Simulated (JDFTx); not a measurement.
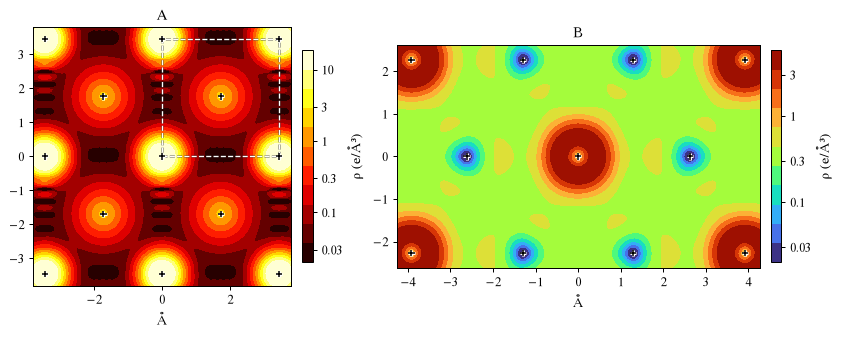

The valence charge density (pseudo) of 2 systems, each on a plane through atoms (crosses mark nuclei in the plane).

All numbers below come from Kohn-Sham DFT of a periodic cell, PBE, PseudoDojo-SR-PBE-0.5-standard in JDFTx 1.7.0 (patched build).

System 1: Si$_{2}$W, the (11̄0) plane of the conventional cell. Space group I4/mmm; computed pressure about 3 GPa in this cell.

```yaml
crystal:
  lattice:
    - [3.21380, 0.00000, 0.00000]
    - [0.00000, 3.21380, 0.00000]
    - [0.00000, 0.00000, 7.82990]
  atoms:
    - { symbol: W, position: [0.00000, 0.00000, 0.00000] }
    - { symbol: W, position: [0.50000, 0.50000, 0.50000] }
    - { symbol: Si, position: [0.00000, 0.00000, 0.66530] }
    - { symbol: Si, position: [0.50000, 0.50000, 0.16530] }
    - { symbol: Si, position: [0.00000, 0.00000, 0.33470] }
    - { symbol: Si, position: [0.50000, 0.50000, 0.83470] }
```

System 2: NaH, the (100) plane of the conventional cell. Space group Cm; changed on purpose from its base cell (atoms moved at random by about 0.05 A).

```xyz
4
Lattice="4.8800 -2.4400 -2.4400 0.0000 2.4400 -2.4400 0.0000 2.4400 2.4400" Properties=species:S:1:pos:R:3 pbc="T T T"
Na    2.4693    2.4126   -0.0274
Na    0.0293    2.4126    2.4126
H     2.4593    0.0019   -0.0025
H     0.0193    2.4419   -0.0025
```

Which map belongs to which system?

Answer. Panel A is system 2, NaH: the plane holds Na and H. Na–H (2.41 Å): ρ at the midpoint is about 0.08 e/Å³. Panel B is system 1, Si$_{2}$W: the plane holds W and Si. Si–W (2.62 Å): the density is about 0.43 e/Å³ at the midpoint.
